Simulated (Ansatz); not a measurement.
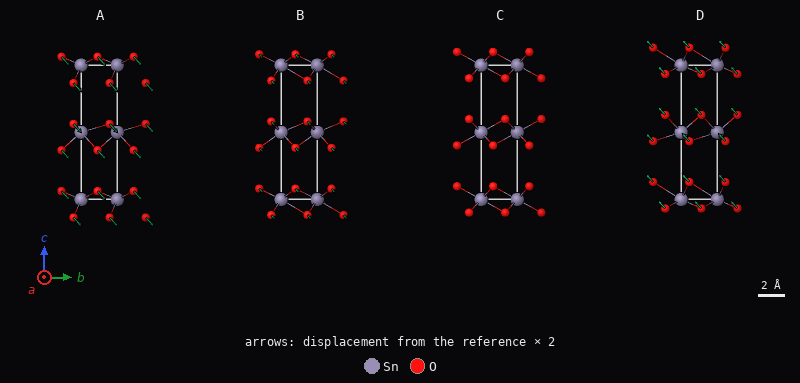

A scan of a crystal of SnO2 (P6_3/mmc) along one coordinate. A ball-and-stick model of the cell of the calculation, repeated 1 × 1 × 1 with one cell outlined, seen along the a axis. Green arrows: displacements from the reference.

All numbers below come from DFT PBE+D3(BJ), scalar-relativistic, plane waves, PAW in Ansatz 0.2.0. Settings: plane-wave cutoff 420 eV; k-point mesh 12 × 12 × 4; occupations gaussian; smearing width 0.05 eV; no spin polarisation. Energies (free energies at the smearing named) are counted from the relaxed crystal.

**Which coordinate changes from frame to frame?**

The whole O sublattice is shifted rigidly, towards the nearest copy of atom 5 (O) at 2.749 Å, all else fixed. In the frames the displacement is −0.50 Å (A), −0.25 Å (B), 0.00 Å (C), 0.4375 Å (D). Their energies are 5.41 eV/cell, 1.17 eV/cell, 0.00 eV/cell, 3.96 eV/cell.
